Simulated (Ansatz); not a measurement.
# Geometry relaxation, with input and output: Ge$_{5}$H$_{2}$ (part 1 of 2)

Ge$_{5}$H$_{2}$ (slab, 7 atoms in the cell), computed with DFT PBE+D3(BJ), scalar-relativistic, plane waves, PAW, no spin polarisation (Ansatz 0.2.0).

The structure derives from an entry of the Crystallography Open Database. The input holds or restrains some coordinates. Forces given for the steps count only the free coordinates.

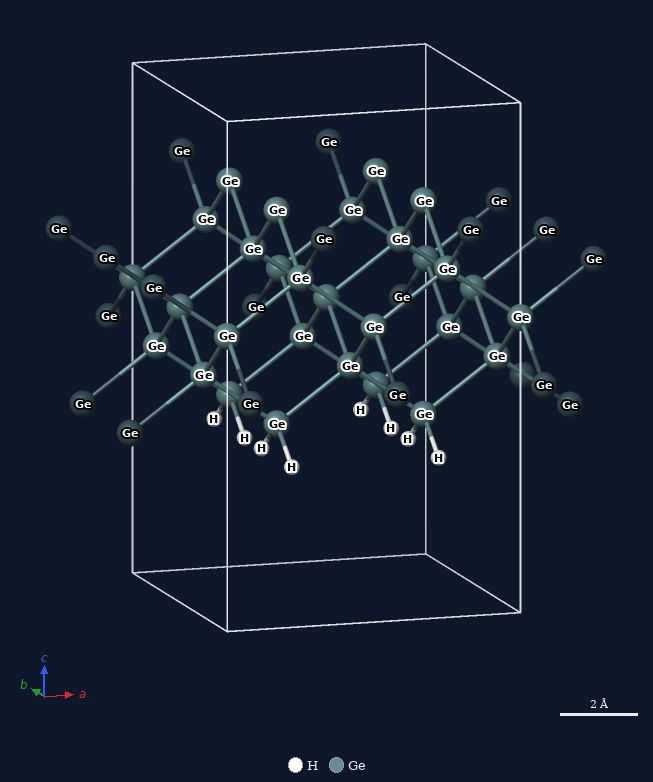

Figure 1. The starting structure (ball-and-stick view of the 2 × 2 repeat of the cell, with the vacuum cut short, seen slightly off an axis; neighbours outside the cell are drawn fainter). An atom can appear more than once, as a periodic image.

## The input
```yaml
crystal:
  lattice:
    - [4.0300782715, 0.0, 0.0]
    - [0.0, 4.0300782715, 0.0]
    - [0.0, 0.0, 23.6116833489]
  atoms:
    - { symbol: H, position: [0.5, 0.8201104081, 0.3599912753] }
    - { symbol: H, position: [0.5, 0.1798895919, 0.3599912753] }
    - { symbol: Ge, position: [0.5, 0.5, 0.3986285883] }
    - { symbol: Ge, position: [0.0, 0.5, 0.4589736224] }
    - { symbol: Ge, position: [0.0, 0.0, 0.5193186565] }
    - { symbol: Ge, position: [0.5, 0.0, 0.5796636906] }
    - { symbol: Ge, position: [0.5, 0.5, 0.6400087247] }
basis:
  ecutwfc: 420
kpoints:
  mp_grid: { grid: [7, 7, 1] }
hamiltonian:
  xc: pbe
  dispersion: d3bj
scf:
  occupations: { method: gaussian, width: 0.1 }
output:
  forces: true
  eigenvalues: true
  write_density: true
  write_potential: true
  elf: true
  volumetric_format: npy
relax:
  adjacent_minimum: "off"
  f_tol: 0.03
  max_steps: 70
  constraints: [{ sites: [0, 1, 2, 3] }]
efield:
  axis: 3
  dipole_correction: true
```

Hardware: 1 thread of Intel Xeon @ 2.50GHz (Skylake/Cascade Lake), 189 GiB of memory available, shared host.

Run as:
```bash
ansatz run input.yaml --threads 1 --pin off --max-ram 2560MiB --backend cpu --events-out ev --progress --plain --runs-dir out
```

## Log
```
Engine: ansatz 0.2.0, x86_64-unknown-linux-gnu
Pseudopotentials: kind: paw
Pseudopotential: H, paw, valence charge 1, recommended cutoff 420 eV (normal), H.paw.azcp
Pseudopotential: Ge, paw, valence charge 14, recommended cutoff 420 eV (normal), Ge.paw.azcp
Functional definition: PBE
  parameter kappa = 0.804
  parameter beta = 0.06672455060314922
  exchange = pbe_x(kappa = kappa, mu = beta*pi^2/3)
  correlation = pbe_c(beta = beta)
Crystal: 7 atoms, lattice volume = 383.490 Å³
Basis set: ecut = 420 eV, 7511 PW (Γ), exchange–correlation on 54×54×320 points (8 copies of the dense FFT grid, shifted against one another)
Bands: 44, of which v1, the nominal top of the filled ones, is band 36 counted from 1 (35 counted from 0)
Symmetry: 4 space group operations
Space group: Pmm2 (ITA 25), of the structure as read, at distance tolerance 7.3e-5 Å
k-points: 16 of 49
Non-local potential: H, projectors of the file, l = 0: 2, l = 1: 1
Non-local potential: Ge, projectors of the file, l = 0: 2, l = 1: 2, l = 2: 3, l = 3: 1
PAW form: soft (Blöchl's): semilocal exchange-correlation on the pseudo side does not see the compensation charge
PAW one-centre angular grid: H, 110 points (default); XC on 64 Gauss nodes
PAW one-centre angular grid: Ge, 590 points (default); XC on 64 Gauss nodes
Initial density: superposition of atomic densities (neutral atoms: chi_scale 0, normalization atom), corrected by the library's trained network
Initial wavefunctions: pseudopotential atomic-orbital guess
Functional: x = pbe(κ = 0.804, μ = 0.2195149727645171), c = pbe(β = 0.06672455060314922)
SCF iter   1: F=—  HF=-21505.665934 eV  |F-HF|=—  |Δ(HF+E_count)|=         —  Δρ=2.17e-3  dr2=1.84e-1  ethr=1.77e-3  p=-0.055 e·Å  D=-2.59e-2 V/Å  ΔV_dip=0.61 eV  dr2_dipole=5.41e-2  V_vac-E_F(+/−)=5.05/4.43 eV  ⟨swp⟩=7.4  Hψ=2845  notcnv=0  defer=1
efield: sawtooth ramp at fractional position 0.9500 (placed from the atoms, in the widest stretch of the axis that holds none; the zero of the levels goes with the place), width 0.1000; the density the first Hamiltonian is built on has a dipole p = -0.055 e·Å; the dipole correction subtracts the counter field D = -2.59e-2 V/Å, which shifts the + side's vacuum level by +0.61 eV against the − side's; the planar-averaged density in the ramp window peaks in size at 4.0e-5 e/Å³
preconditioner: auto → LDOS  [metal: Δε(μ)=0.021 eV  Ē_g=21.732 eV  σ=0.100 eV  W_gap=0.12  n_scr=58 (ndim 8)  ℏωp=16.1 eV  f_vac=0.620  D(μ)=3.15/eV (n_scr^D=8)  β→1.0]
SCF iter   2: F=—  HF=-21505.651037 eV  |F-HF|=—  |Δ(HF+E_count)|=   1.49e-2  Δρ=1.14e-3  dr2=2.89e-2  ethr=2.55e-4  p=-0.053 e·Å  D=-2.50e-2 V/Å  ΔV_dip=0.59 eV  dr2_dipole=7.13e-3  V_vac-E_F(+/−)=5.14/4.55 eV  ⟨swp⟩=1.9  Hψ=864  notcnv=0  defer=45
SCF iter   3: F=—  HF=-21505.649776 eV  |F-HF|=—  |Δ(HF+E_count)|=   1.26e-3  Δρ=8.91e-4  dr2=9.47e-3  ethr=4.02e-5  p=-0.049 e·Å  D=-2.29e-2 V/Å  ΔV_dip=0.54 eV  dr2_dipole=2.05e-3  V_vac-E_F(+/−)=5.13/4.59 eV  ⟨swp⟩=2.0  Hψ=1092  notcnv=0  defer=45
SCF iter   4: F=—  HF=-21505.647787 eV  |F-HF|=—  |Δ(HF+E_count)|=   1.99e-3  Δρ=2.81e-4  dr2=8.17e-4  ethr=1.32e-5  p=-0.047 e·Å  D=-2.21e-2 V/Å  ΔV_dip=0.52 eV  dr2_dipole=1.89e-4  V_vac-E_F(+/−)=5.12/4.60 eV  ⟨swp⟩=2.0  Hψ=1236  notcnv=0  defer=45
SCF iter   5: F=—  HF=-21505.647568 eV  |F-HF|=—  |Δ(HF+E_count)|=   2.19e-4  Δρ=1.07e-4  dr2=8.22e-5  ethr=1.13e-6  p=-0.045 e·Å  D=-2.13e-2 V/Å  ΔV_dip=0.50 eV  dr2_dipole=4.40e-6  V_vac-E_F(+/−)=5.12/4.62 eV  ⟨swp⟩=2.0  Hψ=1252  notcnv=0  defer=45
SCF iter   6: F=-21505.647572 eV  HF=-21505.647572 eV  |F-HF|=9.18e-8  |Δ(HF+E_count)|=   4.81e-6  Δρ=2.74e-5  dr2=4.43e-6  ethr=3.12e-8  p=-0.045 e·Å  D=-2.10e-2 V/Å  ΔV_dip=0.50 eV  dr2_dipole=1.83e-7  V_vac-E_F(+/−)=5.12/4.62 eV  ⟨swp⟩=18.3  Hψ=7074  notcnv=0
SCF 1 converged in 6 iterations: F = -21505.647572 eV  dr2 = 4.43e-6
  greatest PAW one-centre occupation: 0.998 electrons in one spin orbital (limit 2), on the Ge atom at site 6 (counted from 0), in its partial waves of l = 2
relax step   1: F+E_penalty+E_count = -21505.64757228 eV  Δ(F+E_penalty+E_count) = +0.000e0 eV  max|allowed force component| = 2.575e-1 eV/Å  Δτ_max = 0.0000 Å  (6 SCF iters, dr2 threshold 2.25e-5 eV, accepted)
Initial density: handed on by an earlier stage of this run
Initial wavefunctions: those handed on with the density
iter 1 solved again at ethr=3.05e-6 eV; its pass at ethr=3.10e-3 eV (dr2=2.20e-3 eV) is discarded
SCF iter   1: F=—  HF=-21505.654547 eV  |F-HF|=—  |Δ(HF+E_count)|=         —  Δρ=8.54e-4  dr2=2.32e-3  ethr=3.05e-6  p=-0.045 e·Å  D=-2.10e-2 V/Å  ΔV_dip=0.50 eV  dr2_dipole=3.13e-5  V_vac-E_F(+/−)=5.12/4.62 eV  ⟨swp⟩=2.1  Hψ=2043  notcnv=0  defer=50
efield: sawtooth ramp at fractional position 0.9500 (handed on by an earlier solve), width 0.1000; the density the first Hamiltonian is built on has a dipole p = -0.045 e·Å; the dipole correction subtracts the counter field D = -2.10e-2 V/Å, which shifts the + side's vacuum level by +0.50 eV against the − side's; the planar-averaged density in the ramp window peaks in size at 8.8e-6 e/Å³
preconditioner: auto → LDOS  [metal: Δε(μ)=0.057 eV  Ē_g=21.725 eV  σ=0.100 eV  W_gap=0.31  n_scr=58 (ndim 8)  ℏωp=16.1 eV  f_vac=0.617  D(μ)=3.16/eV (n_scr^D=8)  β→1.0]
SCF iter   2: F=—  HF=-21505.654296 eV  |F-HF|=—  |Δ(HF+E_count)|=   2.51e-4  Δρ=1.56e-4  dr2=1.55e-4  ethr=3.05e-6  p=-0.044 e·Å  D=-2.10e-2 V/Å  ΔV_dip=0.50 eV  dr2_dipole=1.40e-5  V_vac-E_F(+/−)=5.12/4.62 eV  ⟨swp⟩=2.0  Hψ=815  notcnv=0  defer=50
SCF iter   3: F=—  HF=-21505.654365 eV  |F-HF|=—  |Δ(HF+E_count)|=   6.92e-5  Δρ=8.95e-5  dr2=5.10e-5  ethr=2.16e-7  p=-0.044 e·Å  D=-2.09e-2 V/Å  ΔV_dip=0.49 eV  dr2_dipole=2.81e-6  V_vac-E_F(+/−)=5.12/4.63 eV  ⟨swp⟩=2.0  Hψ=1232  notcnv=0  defer=50
SCF iter   4: F=—  HF=-21505.654350 eV  |F-HF|=—  |Δ(HF+E_count)|=   1.49e-5  Δρ=3.48e-5  dr2=1.08e-5  ethr=7.08e-8  p=-0.045 e·Å  D=-2.10e-2 V/Å  ΔV_dip=0.50 eV  dr2_dipole=1.78e-6  V_vac-E_F(+/−)=5.12/4.63 eV  ⟨swp⟩=2.0  Hψ=1231  notcnv=0  defer=50
SCF iter   5: F=-21505.654347 eV  HF=-21505.654351 eV  |F-HF|=3.74e-6  |Δ(HF+E_count)|=   9.85e-7  Δρ=1.27e-5  dr2=3.70e-6  ethr=5.76e-9  p=-0.045 e·Å  D=-2.10e-2 V/Å  ΔV_dip=0.50 eV  dr2_dipole=7.78e-7  V_vac-E_F(+/−)=5.12/4.63 eV  ⟨swp⟩=17.2  Hψ=6522  notcnv=0
SCF 2 converged in 5 iterations: F = -21505.654347 eV  dr2 = 3.70e-6
relax step   2: F+E_penalty+E_count = -21505.65434737 eV  Δ(F+E_penalty+E_count) = -6.775e-3 eV  max|allowed force component| = 9.449e-2 eV/Å  Δτ_max = 0.0563 Å  (5 SCF iters, dr2 threshold 4.14e-6 eV, accepted)
SCF iter   1: F=—  HF=-21505.655419 eV  |F-HF|=—  |Δ(HF+E_count)|=         —  Δρ=3.27e-4  dr2=3.52e-4  ethr=2.61e-6  p=-0.045 e·Å  D=-2.10e-2 V/Å  ΔV_dip=0.50 eV  dr2_dipole=2.28e-10  V_vac-E_F(+/−)=5.11/4.62 eV  ⟨swp⟩=2.4  Hψ=1474  notcnv=0  defer=47
efield: sawtooth ramp at fractional position 0.9500 (handed on by an earlier solve), width 0.1000; the density the first Hamiltonian is built on has a dipole p = -0.045 e·Å; the dipole correction subtracts the counter field D = -2.10e-2 V/Å, which shifts the + side's vacuum level by +0.50 eV against the − side's; the planar-averaged density in the ramp window peaks in size at 7.2e-6 e/Å³
preconditioner: auto → LDOS  [metal: Δε(μ)=0.023 eV  Ē_g=21.720 eV  σ=0.100 eV  W_gap=0.13  n_scr=58 (ndim 8)  ℏωp=16.1 eV  f_vac=0.616  D(μ)=3.23/eV (n_scr^D=8)  β→1.0]
SCF iter   2: F=—  HF=-21505.655367 eV  |F-HF|=—  |Δ(HF+E_count)|=   5.27e-5  Δρ=9.37e-5  dr2=5.62e-5  ethr=4.89e-7  p=-0.045 e·Å  D=-2.12e-2 V/Å  ΔV_dip=0.50 eV  dr2_dipole=2.16e-7  V_vac-E_F(+/−)=5.12/4.62 eV  ⟨swp⟩=2.4  Hψ=1393  notcnv=0  defer=49
SCF iter   3: F=—  HF=-21505.655413 eV  |F-HF|=—  |Δ(HF+E_count)|=   4.60e-5  Δρ=3.99e-5  dr2=9.94e-6  ethr=7.80e-8  p=-0.045 e·Å  D=-2.12e-2 V/Å  ΔV_dip=0.50 eV  dr2_dipole=9.29e-7  V_vac-E_F(+/−)=5.12/4.62 eV  ⟨swp⟩=2.0  Hψ=1232  notcnv=0  defer=49
SCF iter   4: F=—  HF=-21505.655411 eV  |F-HF|=—  |Δ(HF+E_count)|=   1.87e-6  Δρ=1.25e-5  dr2=1.41e-6  ethr=1.38e-8  p=-0.045 e·Å  D=-2.13e-2 V/Å  ΔV_dip=0.50 eV  dr2_dipole=3.03e-7  V_vac-E_F(+/−)=5.13/4.62 eV  ⟨swp⟩=2.0  Hψ=1231  notcnv=0  defer=49
SCF iter   5: F=—  HF=-21505.655411 eV  |F-HF|=—  |Δ(HF+E_count)|=   2.18e-7  Δρ=5.69e-6  dr2=2.05e-7  ethr=1.96e-9  p=-0.045 e·Å  D=-2.14e-2 V/Å  ΔV_dip=0.50 eV  dr2_dipole=2.64e-8  V_vac-E_F(+/−)=5.13/4.62 eV  ⟨swp⟩=2.0  Hψ=1231  notcnv=0  defer=49
SCF iter   6: F=-21505.655411 eV  HF=-21505.655411 eV  |F-HF|=9.17e-9  |Δ(HF+E_count)|=   1.25e-8  Δρ=1.03e-6  dr2=1.75e-8  ethr=1.39e-10  p=-0.045 e·Å  D=-2.14e-2 V/Å  ΔV_dip=0.51 eV  dr2_dipole=5.36e-9  V_vac-E_F(+/−)=5.13/4.62 eV  ⟨swp⟩=14.9  Hψ=5327  notcnv=0
SCF 3 converged in 6 iterations: F = -21505.655411 eV  dr2 = 1.75e-8
relax step   3: F+E_penalty+E_count = -21505.65541091 eV  Δ(F+E_penalty+E_count) = -1.064e-3 eV  max|allowed force component| = 3.904e-2 eV/Å  Δτ_max = 0.0138 Å  (6 SCF iters, accepted)
SCF iter   1: F=—  HF=-21505.655712 eV  |F-HF|=—  |Δ(HF+E_count)|=         —  Δρ=3.95e-4  dr2=4.36e-4  ethr=8.64e-6  p=-0.045 e·Å  D=-2.14e-2 V/Å  ΔV_dip=0.51 eV  dr2_dipole=6.24e-6  V_vac-E_F(+/−)=5.12/4.61 eV  ⟨swp⟩=2.0  Hψ=1216  notcnv=0  defer=47
efield: sawtooth ramp at fractional position 0.9500 (handed on by an earlier solve), width 0.1000; the density the first Hamiltonian is built on has a dipole p = -0.045 e·Å; the dipole correction subtracts the counter field D = -2.14e-2 V/Å, which shifts the + side's vacuum level by +0.51 eV against the − side's; the planar-averaged density in the ramp window peaks in size at 3.6e-6 e/Å³
preconditioner: auto → LDOS  [metal: Δε(μ)=0.075 eV  Ē_g=21.714 eV  σ=0.100 eV  W_gap=0.37  n_scr=58 (ndim 8)  ℏωp=16.1 eV  f_vac=0.615  D(μ)=3.25/eV (n_scr^D=8)  β→1.0]
SCF iter   2: F=—  HF=-21505.655678 eV  |F-HF|=—  |Δ(HF+E_count)|=   3.43e-5  Δρ=9.96e-5  dr2=8.60e-5  ethr=6.05e-7  p=-0.046 e·Å  D=-2.15e-2 V/Å  ΔV_dip=0.51 eV  dr2_dipole=3.32e-6  V_vac-E_F(+/−)=5.12/4.62 eV  ⟨swp⟩=2.4  Hψ=1395  notcnv=0  defer=48
SCF iter   3: F=—  HF=-21505.655722 eV  |F-HF|=—  |Δ(HF+E_count)|=   4.44e-5  Δρ=4.61e-5  dr2=1.82e-5  ethr=1.19e-7  p=-0.046 e·Å  D=-2.15e-2 V/Å  ΔV_dip=0.51 eV  dr2_dipole=3.96e-6  V_vac-E_F(+/−)=5.13/4.62 eV  ⟨swp⟩=2.0  Hψ=1234  notcnv=0  defer=48
SCF iter   4: F=—  HF=-21505.655720 eV  |F-HF|=—  |Δ(HF+E_count)|=   1.64e-6  Δρ=1.72e-5  dr2=4.41e-6  ethr=2.53e-8  p=-0.046 e·Å  D=-2.17e-2 V/Å  ΔV_dip=0.51 eV  dr2_dipole=1.27e-6  V_vac-E_F(+/−)=5.13/4.62 eV  ⟨swp⟩=2.0  Hψ=1142  notcnv=0  defer=48
SCF iter   5: F=—  HF=-21505.655721 eV  |F-HF|=—  |Δ(HF+E_count)|=   2.19e-7  Δρ=9.04e-6  dr2=6.38e-7  ethr=6.12e-9  p=-0.046 e·Å  D=-2.17e-2 V/Å  ΔV_dip=0.51 eV  dr2_dipole=1.33e-7  V_vac-E_F(+/−)=5.13/4.62 eV  ⟨swp⟩=2.0  Hψ=1232  notcnv=0  defer=48
SCF iter   6: F=-21505.655720 eV  HF=-21505.655720 eV  |F-HF|=5.49e-8  |Δ(HF+E_count)|=   1.07e-7  Δρ=1.60e-6  dr2=7.43e-8  ethr=1.39e-10  p=-0.046 e·Å  D=-2.18e-2 V/Å  ΔV_dip=0.51 eV  dr2_dipole=3.02e-8  V_vac-E_F(+/−)=5.13/4.62 eV  ⟨swp⟩=13.2  Hψ=5195  notcnv=0
SCF 4 converged in 6 iterations: F = -21505.655720 eV  dr2 = 7.43e-8
relax step   4: F+E_penalty+E_count = -21505.65572044 eV  Δ(F+E_penalty+E_count) = -3.095e-4 eV  max|allowed force component| = 9.927e-3 eV/Å  Δτ_max = 0.0182 Å  (6 SCF iters, accepted)
```

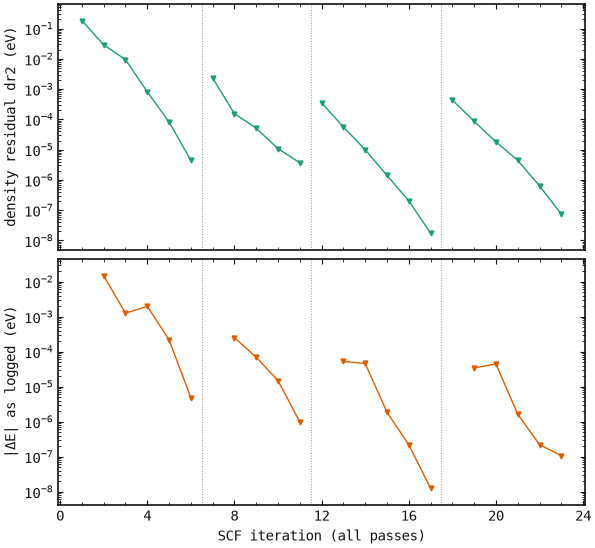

Figure 2. Convergence of the self-consistent field: density residual dr2 and size of the energy change against the SCF iteration. The dotted lines part the SCF passes of the relaxation: geometry steps, rejected trials and re-solves on a re-selected basis. The passes take 6, 5, 6 and 6 iterations.

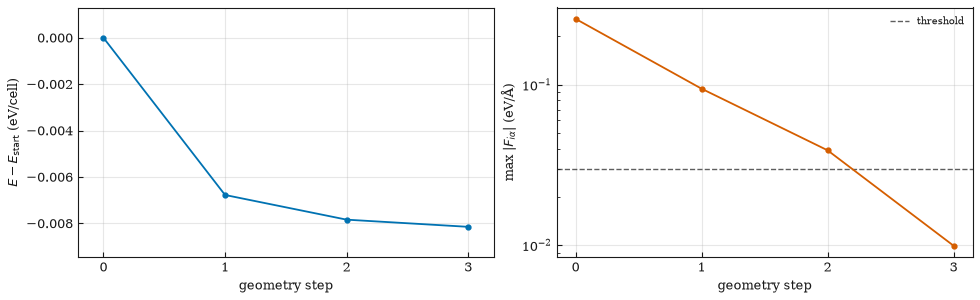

Figure 3. Progress of the restrained relaxation, step by step (the first geometry is step 0 here and step 1 in the log).

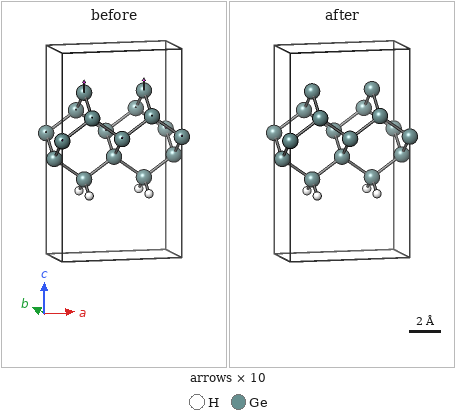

Figure 4. Before (left) and after (right) the restrained relaxation, at one scale (ball-and-stick view of the 2 × 1 repeat of the cell, with the vacuum cut short, seen slightly off an axis). The pink arrows give the displacements, magnified 10 times. The energy falls by 8.1 meV per cell of the calculation in 3 geometry steps. The largest force component goes from 0.26 to 0.0099 eV/Å. The largest move is that of Ge7, 0.088 Å. H stays in place. The cell stays as it was. Among the contacts that change: Ge6–Ge7 2.468 → 2.511 Å, Ge4–Ge5 2.468 → 2.478 Å. Among the angles that change: Ge7–Ge6–Ge7 109.5° → 106.7°. (Atoms are counted from 1 in the order of the input.)
